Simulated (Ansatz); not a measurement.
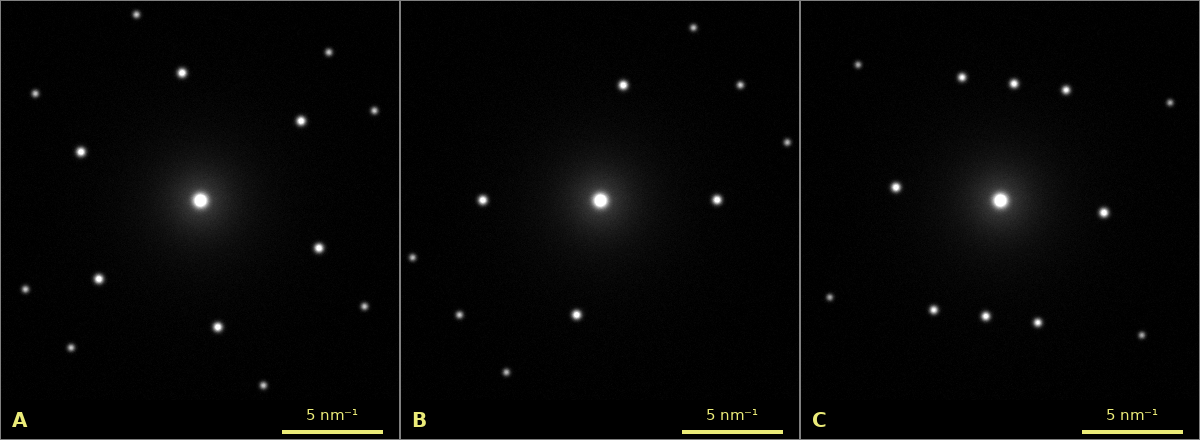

The patterns are kinematic simulations for 120 kV electrons (no multiple scattering; isotropic B = 0.5 Å²).

All three come from C, space group Pm-3n (No. 223), a = 3.82 Å. Structure: the end point of a relaxation with Ansatz 0.2.0, DFT, PBEsol, plane waves (420 eV) with PAW, scalar-relativistic; the starting structure was generated, so it need not be a known form of this composition.

Assign the zone axes [111], [210], [211] to A, B and C.

A is [111]: hexagonal net of 1 -1 0 (itself too weak to see) at d = 2.70 Å and 1 0 -1 (itself too weak to see) at d = 2.70 Å, at 60.0°. B is [211]: rectangular net of 0 -1 1 (itself too weak to see) at d = 2.70 Å and -1 1 1 (itself extinct) at d = 2.20 Å, at 90.0°. C is [210]: rectangular net of 0 0 1 (itself extinct) at d = 3.82 Å and 1 -2 0 at d = 1.71 Å, at 90.0°.
